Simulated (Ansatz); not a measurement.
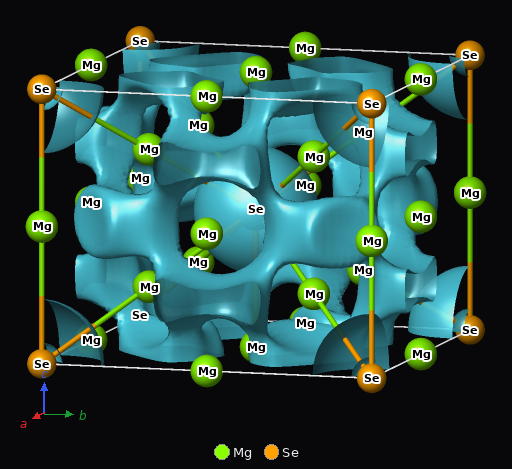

*Mg₇Se. Isosurface of the electron localisation function at 0.55 (cyan), seen slightly off an axis. Core shells and regions of very low density are left out. Sticks mark near contacts.*

Space group I4/mmm; a generated structure, not necessarily the stable one.

These are results of DFT PBE, scalar-relativistic, plane waves, PAW (Ansatz 0.2.0), not measurements.

**Identify the bonds, lone pairs and shells in this picture.**

At this value the surface marks out two regions wrapped around Se (the valence shell of each) and one network that runs through the whole crystal, counted in one cell of 16 atoms. Regions shared between cells count once.

Values along the shortest contacts:
Mg–Se (3.10 Å): the ELF is about 0.45 at the midpoint.

**Does the calculation give a band gap?**

It is gapless in this calculation (a metal or semimetal).
